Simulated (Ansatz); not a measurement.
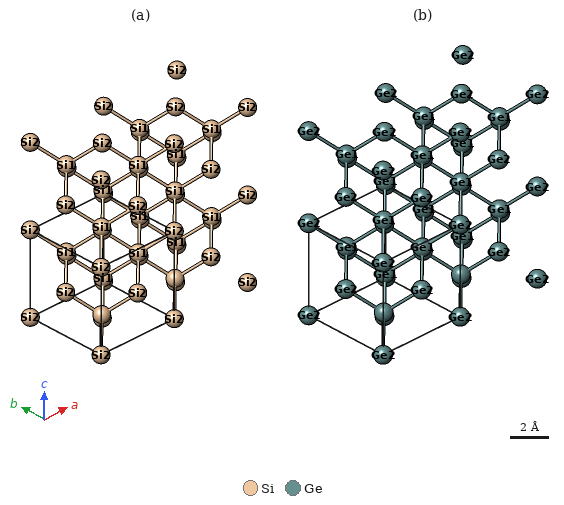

Left: a crystal of Si (set up in Fd-3m). Right: the same structure after one change, at the same scale. Style: ball-and-stick. Shown: the conventional cell (4 times the calculation's cell), repeated 2 × 1 × 2 with one cell outlined, from a free direction. Lengths and directions refer to the drawn axes.

These are results of DFT PBE, scalar-relativistic, plane waves, PAW in Ansatz, not measurements. Settings: plane-wave cutoff 420 eV; occupations gaussian; no spin polarisation. The k-mesh is chosen for each cell (8×8×8, 12×12×12). Smearing widths differ between the runs.

What was changed?

Every silicon atom is replaced by germanium, which gives Ge. Cell and atoms are relaxed again (to zero pressure within 0.1 GPa, forces under 0.01 eV/Å).

What does the change do?

The volume per atom goes from 20.46 to 23.90 Å³. Cell: a = b = c 5.470 → 5.761 Å (+5.3 %). Volume +16.8 %. The space group stays Fd-3m (No. 227).
